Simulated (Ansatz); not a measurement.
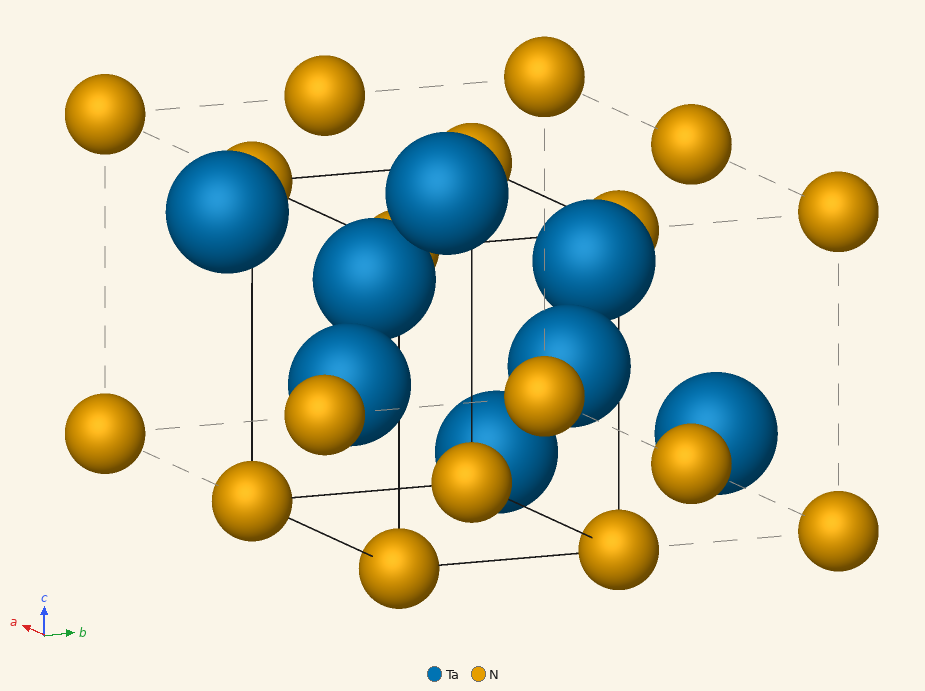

Shown here is a spheres-only view of the crystal, taken from a general direction. A 2×2×1 array of cells is drawn; the simulation cell has the solid edges.

The calculation's input:
```yaml
crystal:
  lattice:
    - [3.1011400584, 0.0, 0.0]
    - [-1.5505700292, 2.7259510624, 0.0]
    - [0.0, 0.0, 4.8818900414]
  atoms:
    - { symbol: Ta, position: [0.6666666667, 0.3333333333, 0.7449050326] }
    - { symbol: Ta, position: [0.3333333333, 0.6666666667, 0.2550949674] }
    - { symbol: "N", position: [0.0, 0.0, 0.0] }
basis:
  ecutwfc: 420
kpoints:
  mp_grid: { grid: [18, 18, 10] }
hamiltonian:
  xc: pbe
scf:
  occupations: { method: gaussian, width: 0.15 }
output:
  forces: true
  stress: true
  eigenvalues: true
```
Run as:
```sh
ansatz run input.yaml --threads 1 --pin off --max-ram 2560MiB --backend cpu --events-out ev --progress --plain --runs-dir out
```

Computational set-up: DFT PBE, scalar-relativistic, plane waves, PAW (Ansatz), plane waves up to 420 eV, 18×18×10 k-mesh, Gaussian smearing of 0.15 eV, no spin polarisation.

**Is it conducting or gapped at this level?**

A metal: bands cross the Fermi level.

**Would the cell expand or shrink if it could?**

The computed pressure is -4.0 GPa (stretched: it would shrink). The stress isn't hydrostatic: its largest component is 6.5 GPa.

The structure comes from a structure listed in the Materials Project. The cell was then strained or its atoms displaced on purpose. It was run through Ansatz as a DFT input.
